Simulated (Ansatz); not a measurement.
## What a change does: geometry relaxation on Pt

System: Pt (P6₃/mmc, 2 atoms in the cell).
Method of run 1: DFT LDA, scalar-relativistic, plane waves, PAW, no spin polarisation (Ansatz 0.2.0).

The structure derives from a Materials Project entry. Text and figures count atoms from 1; the logs count them from 0 in places.

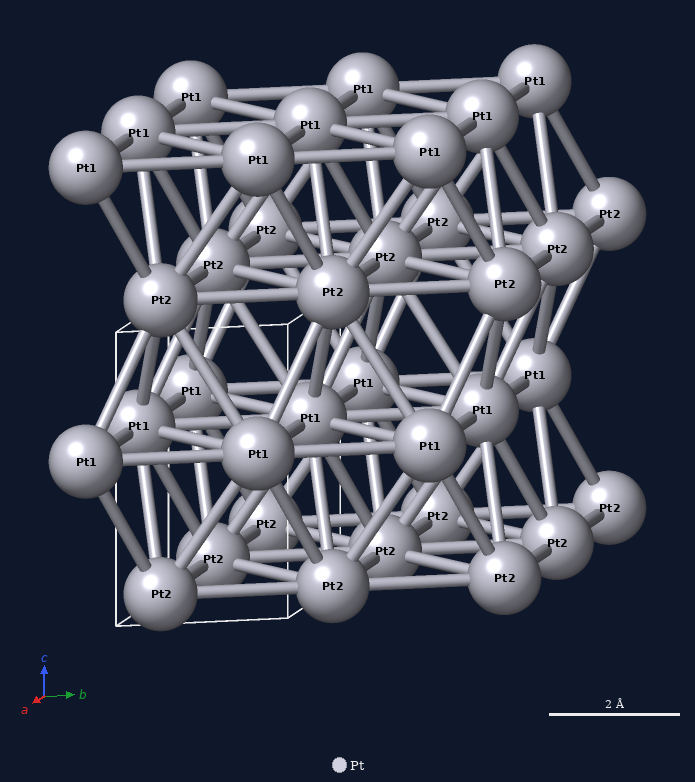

**Figure 1.** The input geometry (ball-and-stick view of the cell of the calculation, repeated 3 × 3 × 2, seen slightly off an axis; atoms are numbered from 1 in the order of the input).

## Input file, run 1
```yaml
crystal:
  lattice:
    - [2.7209011778, 0.0, 0.0]
    - [-1.3604505889, 2.3563695412, 0.0]
    - [0.0, 0.0, 4.6437050061]
  atoms:
    - { symbol: Pt, position: [0.6666666667, 0.3333333333, 0.75] }
    - { symbol: Pt, position: [0.3333333333, 0.6666666667, 0.25] }
basis:
  ecutwfc: 420
kpoints:
  mp_grid: { grid: [18, 18, 10] }
hamiltonian:
  xc: lda
scf:
  occupations: { method: fermi_dirac, width: 0.15 }
output:
  forces: true
  stress: true
  eigenvalues: true
relax:
  adjacent_minimum: "off"
  f_tol: 0.001
  max_steps: 60
  cell: { stress_tol: 0.02, p_target: 5.0 }
```

Command:
```bash
ansatz run input.yaml --threads 1 --pin off --max-ram 3072MiB --backend cpu --events-out ev --progress --plain --runs-dir out
```

Hardware: 1 thread of AMD EPYC (Zen 3), 32 GiB of memory available, shared host.

## Output, shortened to warnings, some set-up lines, iterations and results (run 1)
```
Basis set: ecut = 420 eV, 585 PW (Γ)
Symmetry: 24 space group operations
k-points: 222 of 3240
Initial density: superposition of atomic densities (neutral atoms: chi_scale 0, normalization atom), corrected by the library's trained network
[...]
SCF iter   1: F=—  HF=-24489.969109 eV  |F-HF|=—  |Δ(HF+E_count)|=         —  Δρ=7.92e-3  dr2=8.63e-3  ethr=1.77e-3  ⟨swp⟩=4.9  Hψ=18900  notcnv=0
SCF iter   2: F=—  HF=-24489.969094 eV  |F-HF|=—  |Δ(HF+E_count)|=   1.53e-5  Δρ=4.21e-3  dr2=2.26e-3  ethr=2.40e-5  ⟨swp⟩=2.1  Hψ=8113  notcnv=0
SCF iter   3: F=—  HF=-24489.968645 eV  |F-HF|=—  |Δ(HF+E_count)|=   4.49e-4  Δρ=3.95e-4  dr2=2.09e-5  ethr=6.28e-6  ⟨swp⟩=2.0  Hψ=6780  notcnv=0
SCF iter   4: F=—  HF=-24489.968649 eV  |F-HF|=—  |Δ(HF+E_count)|=   4.32e-6  Δρ=8.06e-5  dr2=1.35e-6  ethr=5.80e-8  ⟨swp⟩=2.5  Hψ=8314  notcnv=0
SCF iter   5: F=-24489.968649 eV  HF=-24489.968649 eV  |F-HF|=2.72e-8  |Δ(HF+E_count)|=   6.96e-8  Δρ=1.72e-5  dr2=5.89e-8  ethr=3.76e-9  ⟨swp⟩=1.2  Hψ=5317  notcnv=0
[... 34 lines ...]
SCF iter   6: F=-24489.961292 eV  HF=-24489.961292 eV  |F-HF|=7.28e-12  |Δ(HF+E_count)|=  3.64e-12  Δρ=3.69e-9  dr2=3.01e-15  ethr=1.00e-12  ⟨swp⟩=1.0  Hψ=4884  notcnv=0
SCF iter   7: F=-24489.961292 eV  HF=-24489.961292 eV  |F-HF|=0.00e0  |Δ(HF+E_count)|=  3.64e-12  Δρ=1.25e-9  dr2=4.94e-16  ethr=1.00e-12  ⟨swp⟩=1.0  Hψ=4884  notcnv=0
SCF iter   8: F=-24489.961292 eV  HF=-24489.961292 eV  |F-HF|=1.09e-11  |Δ(HF+E_count)|=    0.00e0  Δρ=1.79e-10  dr2=9.39e-18  ethr=1.00e-12  ⟨swp⟩=1.9  Hψ=11711  notcnv=0
SCF 5 converged in 8 iterations: F = -24489.961292 eV  dr2 = 9.39e-18
relax step   5: F+E_penalty+E_count = -24489.96129248 eV  Δ(F+E_penalty+E_count) = +1.455e-4 eV  max|allowed force component| = 1.156e-16 eV/Å  Δτ_max = 0.0000 Å  P = +5.017 …
basis re-selected at this cell: Δ(F+E_penalty+E_count) = +1.455e-4 eV, ΔP = +0.004 GPa vs the last step (what re-selecting the basis moved, of the pressure what is left beyond the Pulay correction that the steps carried, after the strain that the cell walked since its last selection, with what the …
SCF converged after 8 iterations
Free energy (F): -24489.961292 eV
Harris-Foulkes:  -24489.961292 eV  (|F-HF|=1.09e-11)
Internal energy: -24489.738275 eV  (E = F + TS)
E sigma→0 (E₀):  -24489.849784 eV
Entropy (-TS):   -0.223018 eV (-111.509 meV/atom)
Fermi energy:    23.959182 eV
--- Per-component energies (eV) ---
  E_band       = -242.393453
  E_kinetic    = 1279.768239
  E_local      = -2862.881510  (includes V_loc(G=0)·N_el)
  E_nonlocal   = 414.002325
  E_hartree    = 1061.991718
  E_xc         = -522.111415
  E_vxc        = -607.216299  (∫ρ·V_xc dr)
  E_paw        = -18355.553922  (= ΣΔE_a)
  E_vpaw       = -590.049968  (= ΣTr[D̂ρ^β])
  E_aug_tail   = 0.000322  (compensation charges beyond the density's cutoff)
  E_ewald      = -5505.881772
  E_core_change = 0.927739  (= ΣΔE_core)
  E_smearing   = -0.223018  (= −TS)
  E_closure    = 0.000000  (closes the sum)
  Σ components = -24489.961292   (vs F -24489.961292, Δ=0.00e0)
--- Forces (eV/Å), atoms counted from 1 ---
  atom   1  Pt    -0.00000000    -0.00000000    -0.00000000
  atom   2  Pt     0.00000000     0.00000000     0.00000000
  max |Σ_I F_I| component: 2.78e-17 eV/Å
--- Stress (GPa, compression-positive) ---
        5.016144      -0.000000      -0.000000
        0.000000       5.016144       0.000000
       -0.000000       0.000000       5.017854
  P = ⅓ Tr σ = 5.0167 GPa (50.167 kbar)
--- Relaxed structure (4 steps of the walk, 3 accepted, 1 SCFs on fresh bases) ---
  F+E_penalty+E_count = -24489.96129248 eV   max|allowed force component| = 1.156e-16 eV/Å   (the final SCF, on the basis selected at the relaxed cell)
  cell:  # Å, volume = 29.2944 Å³
    - [2.707686591919324, 0.0, 0.0]
    - [-1.353843295959662, 2.3449253740886435, 0.0]
    - [0.0, 0.0, 4.613782507623667]
  atoms:
    - { symbol: Pt, position: [0.6666666666666666, 0.33333333333333337, 0.7500000000000001] }
    - { symbol: Pt, position: [0.33333333333333337, 0.6666666666666667, 0.25000000000000006] }
```

For run 2 the input was changed thus:
```diff
-  occupations: { method: fermi_dirac, width: 0.15 }
+  occupations: { method: tetrahedron }
```

Predict how the results change.

The energy of run 2 (smearing taken to zero) is 5.7 meV per atom higher, which measures how much it depends on this numerical setting. The volume per atom goes from 14.65 to 14.62 Å³. The SCF takes 43 iterations over all geometry steps against 34.

## Output, shortened to warnings, some set-up lines, iterations and results (run 2)
```
Warning: relax: with tetrahedron occupations the Hellmann–Feynman forces and the energy need not agree along the walk (scf.occupations.method in the input reference, under Limitations); prefer a smearing scheme for the relaxation and re-run the relaxed geometry with tetrahedron occupations for the final energies/DOS
Warning: output.forces, output.stress, relax.cell or npt_langevin: where a Kohn–Sham band that disperses or a degenerate level is filled in part under the method tetrahedron, the forces or the stress that this run publishes need not agree with its energy (scf.occupations.method in the input reference, under Limitations); prefer a smearing scheme for the forces or the stress
Basis set: ecut = 420 eV, 585 PW (Γ)
Symmetry: 24 space group operations
k-points: 222 of 3240
Initial density: superposition of atomic densities (neutral atoms: chi_scale 0, normalization atom), corrected by the library's trained network
[...]
SCF iter   1: F=—  HF=-24489.845352 eV  |F-HF|=—  |Δ(HF+E_count)|=         —  Δρ=1.03e-2  dr2=1.26e-2  ethr=1.77e-3  ⟨swp⟩=5.4  Hψ=19554  notcnv=0
SCF iter   2: F=—  HF=-24489.843965 eV  |F-HF|=—  |Δ(HF+E_count)|=   1.39e-3  Δρ=4.84e-3  dr2=2.56e-3  ethr=3.51e-5  ⟨swp⟩=2.1  Hψ=9329  notcnv=0  defer=18
SCF iter   3: F=—  HF=-24489.843300 eV  |F-HF|=—  |Δ(HF+E_count)|=   6.65e-4  Δρ=6.95e-4  dr2=5.00e-5  ethr=7.11e-6  ⟨swp⟩=2.0  Hψ=7784  notcnv=0  defer=18
SCF iter   4: F=—  HF=-24489.843304 eV  |F-HF|=—  |Δ(HF+E_count)|=   3.96e-6  Δρ=9.48e-5  dr2=1.87e-6  ethr=1.39e-7  ⟨swp⟩=2.9  Hψ=8672  notcnv=0  defer=18
SCF iter   5: F=—  HF=-24489.843304 eV  |F-HF|=—  |Δ(HF+E_count)|=  3.64e-12  Δρ=2.42e-5  dr2=1.25e-7  ethr=5.20e-9  ⟨swp⟩=2.3  Hψ=6562  notcnv=0  defer=18
[... 45 lines ...]
SCF iter   2: F=—  HF=-24489.838388 eV  |F-HF|=—  |Δ(HF+E_count)|=   2.59e-7  Δρ=2.04e-5  dr2=1.68e-8  ethr=1.92e-10  ⟨swp⟩=2.5  Hψ=7866  notcnv=0
SCF iter   3: F=—  HF=-24489.838388 eV  |F-HF|=—  |Δ(HF+E_count)|=   2.71e-8  Δρ=1.49e-6  dr2=1.28e-10  ethr=4.67e-11  ⟨swp⟩=2.0  Hψ=9768  notcnv=0
SCF iter   4: F=-24489.838388 eV  HF=-24489.838388 eV  |F-HF|=1.82e-11  |Δ(HF+E_count)|=   1.02e-8  Δρ=8.56e-8  dr2=7.25e-13  ethr=1.00e-12  ⟨swp⟩=4.0  Hψ=21898  notcnv=0
SCF 6 converged in 4 iterations: F = -24489.838388 eV  dr2 = 7.25e-13
relax step   6: F+E_penalty+E_count = -24489.83838826 eV  Δ(F+E_penalty+E_count) = +1.771e-4 eV  max|allowed force component| = 1.388e-16 eV/Å  Δτ_max = 0.0000 Å  P = +5.001 …
basis re-selected at this cell: Δ(F+E_penalty+E_count) = +1.771e-4 eV, ΔP = +0.005 GPa vs the last step (what re-selecting the basis moved, of the pressure what is left beyond the Pulay correction that the steps carried, after the strain that the cell walked since its last selection, with what the …
SCF converged after 4 iterations
Stability not checked: this state was not tested for a lower state beside it, because cold or Methfessel-Paxton smearing, or corrected tetrahedra, fill the levels in a way that the test cannot read (fill_not_monotonic; see scf.lower_state_search)
Free energy (F): -24489.838388 eV
Harris-Foulkes:  -24489.838388 eV  (|F-HF|=1.82e-11)
Internal energy: -24489.837853 eV  (E = F + TS)
E sigma→0 (E₀):  -24489.838388 eV
Entropy (-TS):   -0.000535 eV (-0.267 meV/atom)
Fermi energy:    23.991774 eV
--- Per-component energies (eV) ---
  E_band       = -240.583843
  E_kinetic    = 1279.964497
  E_local      = -2858.811662  (includes V_loc(G=0)·N_el)
  E_nonlocal   = 413.916966
  E_hartree    = 1060.876471
  E_xc         = -522.221064
  E_vxc        = -607.359617  (∫ρ·V_xc dr)
  E_paw        = -18355.546852  (= ΣΔE_a)
  E_vpaw       = -590.047280  (= ΣTr[D̂ρ^β])
  E_aug_tail   = 0.000303  (compensation charges beyond the density's cutoff)
  E_ewald      = -5508.944251
  E_core_change = 0.927739  (= ΣΔE_core)
  E_smearing   = -0.000535  (= −TS)
  E_closure    = 0.000000  (closes the sum)
  Σ components = -24489.838388   (vs F -24489.838388, Δ=0.00e0)
--- Forces (eV/Å), atoms counted from 1 ---
  atom   1  Pt     0.00000000    -0.00000000     0.00000000
  atom   2  Pt    -0.00000000     0.00000000    -0.00000000
  max |Σ_I F_I| component: 1.85e-17 eV/Å
--- Stress (GPa, compression-positive) ---
        4.995240      -0.000000       0.000000
       -0.000000       4.995240       0.000000
        0.000000       0.000000       5.012344
  P = ⅓ Tr σ = 5.0009 GPa (50.009 kbar)
--- Relaxed structure (5 steps of the walk, 4 accepted, 1 SCFs on fresh bases) ---
  F+E_penalty+E_count = -24489.83838826 eV   max|allowed force component| = 1.388e-16 eV/Å   (the final SCF, on the basis selected at the relaxed cell)
  cell:  # Å, volume = 29.2326 Å³
    - [2.6963298048113655, -1.0567193845818468e-35, 0.0]
    - [-1.3481649024056828, 2.3350901079477797, 0.0]
    - [0.0, 0.0, 4.642909859573846]
  atoms:
[...]
```

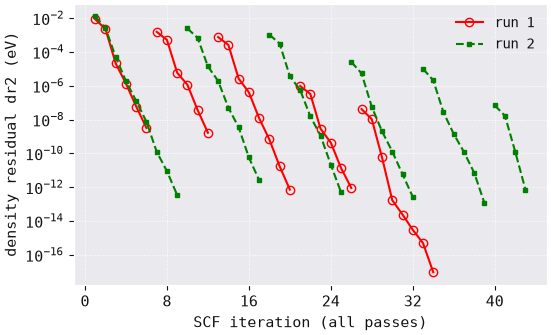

**Figure 2.** Convergence of the two runs: density residual dr2 against the SCF iteration. A break in a curve parts two SCF passes. Run 1 takes 34 iterations in all, and run 2 takes 43.

## The two runs side by side

| quantity | run 1 | run 2 |
| --- | --- | --- |
| outcome | converged | converged |
| free energy per atom (eV) | −12244.9806 | −12244.9192 |
| energy per atom, smearing taken to zero (eV) | −12244.9249 | −12244.9192 |
| gap on the mesh (eV) | 0.00 | 0.00 |
| pressure (GPa) | 5.02 | 5.00 |
| volume per atom (Å³) | 14.65 | 14.62 |
| largest force (eV/Å) | 0.000 | 0.000 |
| SCF iterations | 34 | 43 |
| irreducible k-points | 222 | 222 |
| wall time (shared host) | 42 s | 39 s |

For both runs: Results for this metal are sensitive to the k-point mesh. Spin–orbit coupling is left out, which matters for Pt. The cell was relaxed to the target pressure of the input; what is minimised is then the enthalpy E + pV. For run 2: Warnings: forces and stress from tetrahedron occupations may miss the slope of the energy.
